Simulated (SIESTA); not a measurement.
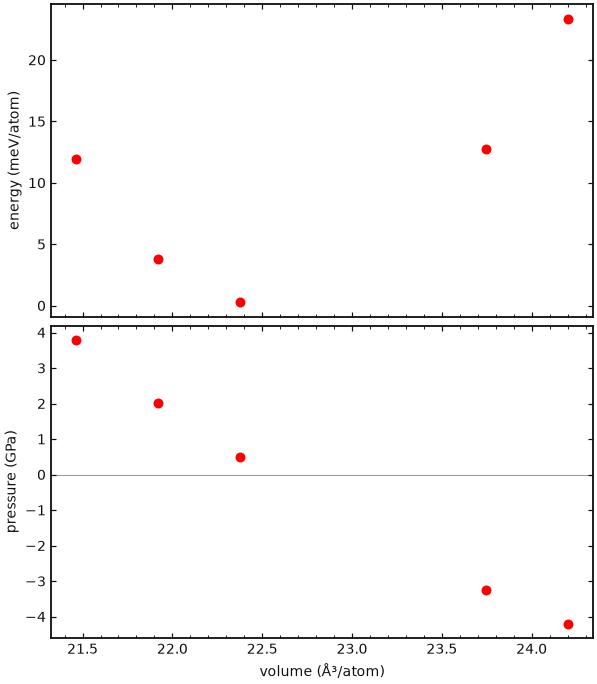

Plotted: energy and pressure against volume for Ge, space group P6_3/mmc (No. 194).

Cell as given: a = 3.998 Å, b = 3.998 Å, c = 6.599 Å, α = 90.00°, β = 90.00°, γ = 120.00°; 4 atoms.

How it was computed, with SIESTA 5.4.2: DFT in numerical atomic orbitals with pseudopotentials, no spin polarisation; energies at scaled volumes of the given cell, shape and fractions fixed, counted from the fit's minimum, third-order Birch-Murnaghan fit. Level: LDA.

```csv
setting,value
k mesh,8×8×4
occupations,Fermi–Dirac
smearing width,0.05 eV
potentials,"PseudoDojo 0.4 standard, converted to PSML, two zetas on semicore shells"
program settings,"basis DZP, mesh cutoff 800 Ry"
```

The points at volume 22.83 Å³/atom and 23.29 Å³/atom are left out of the plot. What values does the calculation give there?

```tsv
volume (Å³/atom)	energy (meV/atom)	pressure (GPa)
22.83	0.83	-0.87
23.29	5.09	-2.12
```

Note: mulliken charges of long orbitals; shape and atomic fractions are frozen while scaling, which makes layered, chain and framework solids too stiff.
